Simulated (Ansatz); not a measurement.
Geometry relaxation, with input and output: Pb (part 3 of 3)

Continued. System: Pb (12 atoms in the cell). Method: DFT r2SCAN, scalar-relativistic, plane waves, PAW (Ansatz 0.2.0); cutoff 500 eV, 6×6×1 k-mesh, Gaussian smearing of 0.1 eV. The structure was made by swapping elements on the sites of another compound; it need not be a known phase. The run did not end well. It belongs to a series of runs on one base structure; here: C -> Pb on all its sites, cell and atoms relaxed.

Geometry of the input (Å; fractional positions):
```
3.7424  0.0000  0.0000
-1.8712  3.2410  0.0000
0.0000  0.0000  45.2126
Pb 0.6667  0.3333  0.9969
Pb 0.6667  0.3333  0.4969
Pb 0.6667  0.3333  0.7345
Pb 0.6667  0.3333  0.2345
Pb 0.0000  0.0000  0.6157
Pb 0.3333  0.6667  0.2345
Pb 0.0000  0.0000  0.1157
Pb 0.6667  0.3333  0.6157
Pb 0.3333  0.6667  0.7345
Pb 0.3333  0.6667  0.1157
Pb 0.3333  0.6667  0.4969
Pb 0.3333  0.6667  0.9969
```

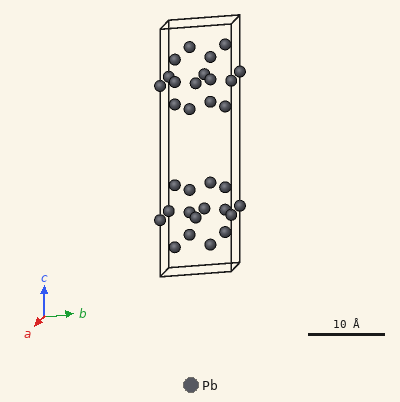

The geometry at step 14 of the log (spheres-only view of the 1 × 2 repeat of the cell, with the vacuum cut short, seen slightly off an axis).

Trajectory as extended XYZ, continued
```
12
Lattice="4.9118 0.0000 0.0000 -2.4559 4.2537 0.0000 0.0000 0.0000 43.8749" Properties=species:S:1:pos:R:3:forces:R:3 step=8 energy=-143042.42631 pressure_GPa=-0.11
Pb    2.4559    1.4179   43.4521    0.0000   0.0000  -0.4551
Pb    2.4559    1.4179   22.2065    0.0000   0.0000   0.5908
Pb    2.4559    1.4179   31.8180    0.0000   0.0000  -0.5908
Pb    2.4559    1.4179   10.5724    0.0000   0.0000   0.4551
Pb    0.0000    0.0000   27.0123    0.0000   0.0000   0.0000
Pb    0.0000    2.8358    9.8806    0.0000   0.0000  -0.5908
Pb    0.0000    0.0000    5.0749    0.0000   0.0000   0.0000
Pb    2.4559    1.4179   27.0123    0.0000   0.0000   0.0000
Pb    0.0000    2.8358   32.5099    0.0000   0.0000   0.4551
Pb    0.0000    2.8358    5.0749    0.0000   0.0000   0.0000
Pb    0.0000    2.8358   21.5147    0.0000   0.0000  -0.4551
Pb    0.0000    2.8358   44.1439    0.0000   0.0000   0.5908
12
Lattice="4.9108 0.0000 0.0000 -2.4554 4.2529 0.0000 0.0000 0.0000 43.4225" Properties=species:S:1:pos:R:3:forces:R:3 step=9 energy=-143042.68956 pressure_GPa=-0.20
Pb    2.4554    1.4176   43.1154    0.0000   0.0000  -0.2884
Pb    2.4554    1.4176   22.1697    0.0000   0.0000   0.4623
Pb    2.4554    1.4176   31.2979    0.0000   0.0000  -0.4623
Pb    2.4554    1.4176   10.3522    0.0000   0.0000   0.2884
Pb    0.0000    0.0000   26.7338    0.0000   0.0000   0.0000
Pb    0.0000    2.8353    9.5867    0.0000   0.0000  -0.4623
Pb    0.0000    0.0000    5.0225    0.0000   0.0000   0.0000
Pb    2.4554    1.4176   26.7338    0.0000   0.0000   0.0000
Pb    0.0000    2.8353   32.0634    0.0000   0.0000   0.2884
Pb    0.0000    2.8353    5.0225    0.0000   0.0000   0.0000
Pb    0.0000    2.8353   21.4042    0.0000   0.0000  -0.2884
Pb    0.0000    2.8353   43.8809    0.0000   0.0000   0.4623
12
Lattice="4.9156 0.0000 0.0000 -2.4578 4.2570 0.0000 0.0000 0.0000 42.5333" Properties=species:S:1:pos:R:3:forces:R:3 step=10 energy=-143043.01209 pressure_GPa=-0.49
Pb    2.4578    1.4190   42.2708    0.0000   0.0000  -0.0745
Pb    2.4578    1.4190   21.9032    0.0000   0.0000   0.3168
Pb    2.4578    1.4190   30.4694    0.0000   0.0000  -0.3168
Pb    2.4578    1.4190   10.1019    0.0000   0.0000   0.0745
Pb    0.0000    0.0000   26.1863    0.0000   0.0000   0.0000
Pb    0.0000    2.8380    9.2028    0.0000   0.0000  -0.3168
Pb    0.0000    0.0000    4.9197    0.0000   0.0000   0.0000
Pb    2.4578    1.4190   26.1863    0.0000   0.0000   0.0000
Pb    0.0000    2.8380   31.3685    0.0000   0.0000   0.0745
Pb    0.0000    2.8380    4.9197    0.0000   0.0000   0.0000
Pb    0.0000    2.8380   21.0041    0.0000   0.0000  -0.0745
Pb    0.0000    2.8380   43.1698    0.0000   0.0000   0.3168
12
Lattice="4.9069 0.0000 0.0000 -2.4535 4.2495 0.0000 0.0000 0.0000 41.1467" Properties=species:S:1:pos:R:3:forces:R:3 step=11 energy=-143043.39486 pressure_GPa=-0.52
Pb    2.4535    1.4165   40.9509    0.0000   0.0000   0.0072
Pb    2.4535    1.4165   21.3661    0.0000   0.0000   0.3080
Pb    2.4535    1.4165   29.2992    0.0000   0.0000  -0.3080
Pb    2.4535    1.4165    9.7144    0.0000   0.0000  -0.0072
Pb    0.0000    0.0000   25.3326    0.0000   0.0000   0.0000
Pb    0.0000    2.8330    8.7259    0.0000   0.0000  -0.3080
Pb    0.0000    0.0000    4.7593    0.0000   0.0000   0.0000
Pb    2.4535    1.4165   25.3326    0.0000   0.0000   0.0000
Pb    0.0000    2.8330   30.2877    0.0000   0.0000  -0.0072
Pb    0.0000    2.8330    4.7593    0.0000   0.0000   0.0000
Pb    0.0000    2.8330   20.3775    0.0000   0.0000   0.0072
Pb    0.0000    2.8330   41.9394    0.0000   0.0000   0.3080
12
Lattice="4.8977 0.0000 0.0000 -2.4488 4.2415 0.0000 0.0000 0.0000 39.6451" Properties=species:S:1:pos:R:3:forces:R:3 step=12 energy=-143043.82832 pressure_GPa=-0.40
Pb    2.4488    1.4138   39.5276    0.0000   0.0000   0.0646
Pb    2.4488    1.4138   20.7579    0.0000   0.0000   0.2905
Pb    2.4488    1.4138   28.0584    0.0000   0.0000  -0.2905
Pb    2.4488    1.4138    9.2887    0.0000   0.0000  -0.0646
Pb    0.0000    0.0000   24.4082    0.0000   0.0000   0.0000
Pb    0.0000    2.8277    8.2359    0.0000   0.0000  -0.2905
Pb    0.0000    0.0000    4.5856    0.0000   0.0000   0.0000
Pb    2.4488    1.4138   24.4082    0.0000   0.0000   0.0000
Pb    0.0000    2.8277   29.1113    0.0000   0.0000  -0.0646
Pb    0.0000    2.8277    4.5856    0.0000   0.0000   0.0000
Pb    0.0000    2.8277   19.7051    0.0000   0.0000   0.0646
Pb    0.0000    2.8277   40.5805    0.0000   0.0000   0.2905
12
Lattice="4.8924 0.0000 0.0000 -2.4462 4.2369 0.0000 0.0000 0.0000 38.3348" Properties=species:S:1:pos:R:3:forces:R:3 step=13 energy=-143044.20459 pressure_GPa=-0.13
Pb    2.4462    1.4123   38.2954    0.0000   0.0000   0.0470
Pb    2.4462    1.4123   20.2376    0.0000   0.0000   0.2302
Pb    2.4462    1.4123   26.9653    0.0000   0.0000  -0.2302
Pb    2.4462    1.4123    8.9075    0.0000   0.0000  -0.0470
Pb    0.0000    0.0000   23.6015    0.0000   0.0000   0.0000
Pb    0.0000    2.8246    7.7979    0.0000   0.0000  -0.2302
Pb    0.0000    0.0000    4.4341    0.0000   0.0000   0.0000
Pb    2.4462    1.4123   23.6015    0.0000   0.0000   0.0000
Pb    0.0000    2.8246   28.0749    0.0000   0.0000  -0.0470
Pb    0.0000    2.8246    4.4341    0.0000   0.0000   0.0000
Pb    0.0000    2.8246   19.1280    0.0000   0.0000   0.0470
Pb    0.0000    2.8246   39.4050    0.0000   0.0000   0.2302
12
Lattice="4.8998 0.0000 0.0000 -2.4499 4.2433 0.0000 0.0000 0.0000 36.6599" Properties=species:S:1:pos:R:3:forces:R:3 step=14 energy=-143044.30871 pressure_GPa=0.39
Pb    2.4499    1.4144   36.6628    0.0000   0.0000   0.0140
Pb    2.4499    1.4144   19.5115    0.0000   0.0000  -0.2337
Pb    2.4499    1.4144   25.6290    0.0000   0.0000   0.2337
Pb    2.4499    1.4144    8.4778    0.0000   0.0000  -0.0140
Pb    0.0000    0.0000   22.5703    0.0000   0.0000   0.0000
Pb    0.0000    2.8289    7.2991    0.0000   0.0000   0.2337
Pb    0.0000    0.0000    4.2403    0.0000   0.0000   0.0000
Pb    2.4499    1.4144   22.5703    0.0000   0.0000   0.0000
Pb    0.0000    2.8289   26.8077    0.0000   0.0000  -0.0140
Pb    0.0000    2.8289    4.2403    0.0000   0.0000   0.0000
Pb    0.0000    2.8289   18.3328    0.0000   0.0000   0.0140
Pb    0.0000    2.8289   37.8415    0.0000   0.0000  -0.2337
12
Lattice="4.9737 0.0000 0.0000 -2.4868 4.3073 0.0000 0.0000 0.0000 36.9197" Properties=species:S:1:pos:R:3:forces:R:3 step=15 energy=-143044.32595 pressure_GPa=-0.64
Pb    2.4868    1.4358   36.9274    0.0000   0.0000   0.1123
Pb    2.4868    1.4358   19.5491    0.0000   0.0000  -0.0254
Pb    2.4868    1.4358   25.9114    0.0000   0.0000   0.0254
Pb    2.4868    1.4358    8.5330    0.0000   0.0000  -0.1123
Pb    0.0000    0.0000   22.7302    0.0000   0.0000   0.0000
Pb    0.0000    2.8715    7.4515    0.0000   0.0000   0.0254
Pb    0.0000    0.0000    4.2704    0.0000   0.0000   0.0000
Pb    2.4868    1.4358   22.7302    0.0000   0.0000   0.0000
Pb    0.0000    2.8715   26.9929    0.0000   0.0000  -0.1123
Pb    0.0000    2.8715    4.2704    0.0000   0.0000   0.0000
Pb    0.0000    2.8715   18.4676    0.0000   0.0000   0.1123
Pb    0.0000    2.8715   38.0090    0.0000   0.0000  -0.0254
12
Lattice="4.9391 0.0000 0.0000 -2.4695 4.2773 0.0000 0.0000 0.0000 35.9875" Properties=species:S:1:pos:R:3:forces:R:3 step=16 energy=-143044.36490 pressure_GPa=0.14
Pb    2.4695    1.4258   35.9825    0.0000   0.0000  -0.0611
Pb    2.4695    1.4258   18.9996    0.0000   0.0000   0.0492
Pb    2.4695    1.4258   25.3130    0.0000   0.0000  -0.0492
Pb    2.4695    1.4258    8.3301    0.0000   0.0000   0.0611
Pb    0.0000    0.0000   22.1563    0.0000   0.0000   0.0000
Pb    0.0000    2.8516    7.3192    0.0000   0.0000  -0.0492
Pb    0.0000    0.0000    4.1626    0.0000   0.0000   0.0000
Pb    2.4695    1.4258   22.1563    0.0000   0.0000   0.0000
Pb    0.0000    2.8516   26.3239    0.0000   0.0000   0.0611
Pb    0.0000    2.8516    4.1626    0.0000   0.0000   0.0000
Pb    0.0000    2.8516   17.9887    0.0000   0.0000  -0.0611
Pb    0.0000    2.8516   36.9934    0.0000   0.0000   0.0492
12
Lattice="4.9390 0.0000 0.0000 -2.4695 4.2773 0.0000 0.0000 0.0000 35.8175" Properties=species:S:1:pos:R:3:forces:R:3 step=17 energy=-143044.37054 pressure_GPa=0.03
Pb    2.4695    1.4258   35.7603    0.0000   0.0000  -0.0040
Pb    2.4695    1.4258   18.9029    0.0000   0.0000  -0.0147
Pb    2.4695    1.4258   25.2003    0.0000   0.0000   0.0147
Pb    2.4695    1.4258    8.3430    0.0000   0.0000   0.0040
Pb    0.0000    0.0000   22.0516    0.0000   0.0000   0.0000
Pb    0.0000    2.8516    7.2916    0.0000   0.0000   0.0147
Pb    0.0000    0.0000    4.1429    0.0000   0.0000   0.0000
Pb    2.4695    1.4258   22.0516    0.0000   0.0000   0.0000
Pb    0.0000    2.8516   26.2517    0.0000   0.0000   0.0040
Pb    0.0000    2.8516    4.1429    0.0000   0.0000   0.0000
Pb    0.0000    2.8516   17.8515    0.0000   0.0000  -0.0040
Pb    0.0000    2.8516   36.8117    0.0000   0.0000  -0.0147
12
Lattice="4.9390 0.0000 0.0000 -2.4695 4.2773 0.0000 0.0000 0.0000 35.8175" Properties=species:S:1:pos:R:3:forces:R:3 step=18 energy=-143044.73444 pressure_GPa=0.83
Pb    2.4695    1.4258   35.7603    0.0000   0.0000  -0.0016
Pb    2.4695    1.4258   18.9029    0.0000   0.0000  -0.0173
Pb    2.4695    1.4258   25.2003    0.0000   0.0000   0.0173
Pb    2.4695    1.4258    8.3430    0.0000   0.0000   0.0016
Pb    0.0000    0.0000   22.0516    0.0000   0.0000   0.0000
Pb    0.0000    2.8516    7.2916    0.0000   0.0000   0.0173
Pb    0.0000    0.0000    4.1429    0.0000   0.0000   0.0000
Pb    2.4695    1.4258   22.0516    0.0000   0.0000   0.0000
Pb    0.0000    2.8516   26.2517    0.0000   0.0000   0.0016
Pb    0.0000    2.8516    4.1429    0.0000   0.0000   0.0000
Pb    0.0000    2.8516   17.8515    0.0000   0.0000  -0.0016
Pb    0.0000    2.8516   36.8117    0.0000   0.0000  -0.0173
12
Lattice="5.0943 0.0000 0.0000 -2.5472 4.4118 0.0000 0.0000 0.0000 35.1089" Properties=species:S:1:pos:R:3:forces:R:3 step=19 energy=-143044.92861 pressure_GPa=-0.05
Pb    2.5472    1.4706   35.1401    0.0000   0.0000   0.0124
Pb    2.5472    1.4706   18.4580    0.0000   0.0000   0.0502
Pb    2.5472    1.4706   24.7727    0.0000   0.0000  -0.0502
Pb    2.5472    1.4706    8.0907    0.0000   0.0000  -0.0124
Pb    0.0000    0.0000   21.6154    0.0000   0.0000   0.0000
Pb    0.0000    2.9412    7.2183    0.0000   0.0000  -0.0502
Pb    0.0000    0.0000    4.0609    0.0000   0.0000   0.0000
Pb    2.5472    1.4706   21.6154    0.0000   0.0000   0.0000
Pb    0.0000    2.9412   25.6451    0.0000   0.0000  -0.0124
Pb    0.0000    2.9412    4.0609    0.0000   0.0000   0.0000
Pb    0.0000    2.9412   17.5856    0.0000   0.0000   0.0124
Pb    0.0000    2.9412   36.0124    0.0000   0.0000   0.0502
12
Lattice="5.1028 0.0000 0.0000 -2.5514 4.4191 0.0000 0.0000 0.0000 34.7945" Properties=species:S:1:pos:R:3:forces:R:3 step=20 energy=-143044.93190 pressure_GPa=0.02
Pb    2.5514    1.4730   34.8367    0.0000   0.0000  -0.0119
Pb    2.5514    1.4730   18.2962    0.0000   0.0000  -0.0048
Pb    2.5514    1.4730   24.5474    0.0000   0.0000   0.0048
Pb    2.5514    1.4730    8.0069    0.0000   0.0000   0.0119
Pb    0.0000    0.0000   21.4218    0.0000   0.0000   0.0000
Pb    0.0000    2.9461    7.1502    0.0000   0.0000   0.0048
Pb    0.0000    0.0000    4.0246    0.0000   0.0000   0.0000
Pb    2.5514    1.4730   21.4218    0.0000   0.0000   0.0000
Pb    0.0000    2.9461   25.4042    0.0000   0.0000   0.0119
Pb    0.0000    2.9461    4.0246    0.0000   0.0000   0.0000
Pb    0.0000    2.9461   17.4394    0.0000   0.0000  -0.0119
Pb    0.0000    2.9461   35.6934    0.0000   0.0000  -0.0048
```

Outcome

```csv
quantity,value
outcome,stopped at the time limit
space group (tolerance 0.01 Å),P6₃/mmc (194)
final cell,"a = 5.103 Å, b = 5.103 Å, c = 34.794 Å, α = 90.00°, β = 90.00°, γ = 120.00°"
hardware,"2 threads of Intel Xeon (Sapphire Rapids), 32 GiB of memory available, shared host"
wall time,13 min (CPU time 26 min)
peak memory,3.1 GiB
```

The run was cut off by its time limit, so the output is incomplete. The program warns: the structure was made exactly symmetric.
